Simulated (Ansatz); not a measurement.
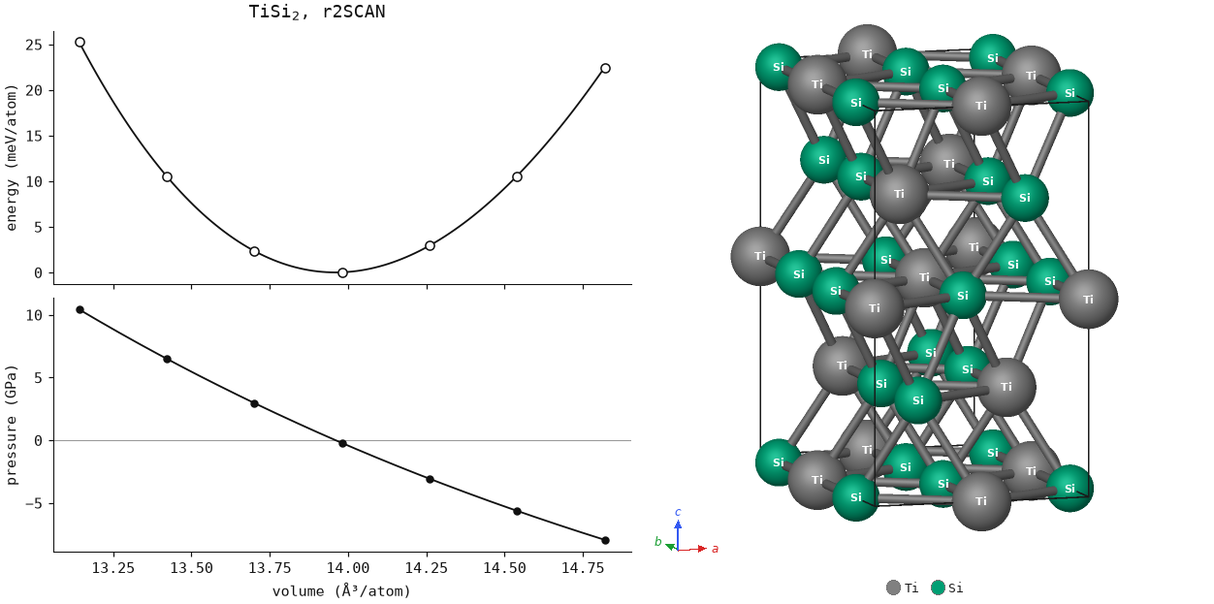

The picture above shows the energy and pressure against volume for TiSi₂, space group Fddd (No. 70). The conventional cell is drawn beside the plot.

Structure:
```xyz
6
Lattice="0.0000 4.1175 4.2629 2.3895 0.0000 4.2629 2.3895 4.1175 0.0000" Properties=species:S:1:pos:R:3 pbc="T T T"
Ti    3.5843    6.1763    6.3943
Ti    2.3895    4.1175    4.2629
Si    1.1948    3.3975    2.1314
Si    1.1948    0.7200    2.1314
Si    2.3895    1.3387    4.2629
Si    2.3895    6.8963    4.2629
```

Method: plane-wave DFT, no spin polarisation; energies at scaled volumes of the given cell, shape and fractions fixed, counted from the fit's minimum, third-order Birch-Murnaghan fit (Ansatz 0.2.0). Level: r2SCAN.

k mesh 7×7×7; occupations Fermi–Dirac; smearing width 0.05 eV; potentials Ansatz PAW; wave cutoff 500 eV; density cutoff 2000 eV.

Q: Give the fitted equation-of-state parameters.

A: A third-order Birch–Murnaghan fit gives V0 = 13.96 Å³/atom, B0 = 151 GPa and B′ = 4.3.

Q: What does the pressure do across the range?

A: It falls from 10.42 GPa at volume 13.14 Å³/atom to −7.94 GPa at 14.82 Å³/atom, and changes sign near 13.96 Å³/atom.

Limits of the calculation: shape and atomic fractions are frozen while scaling, which makes layered, chain and framework solids too stiff.
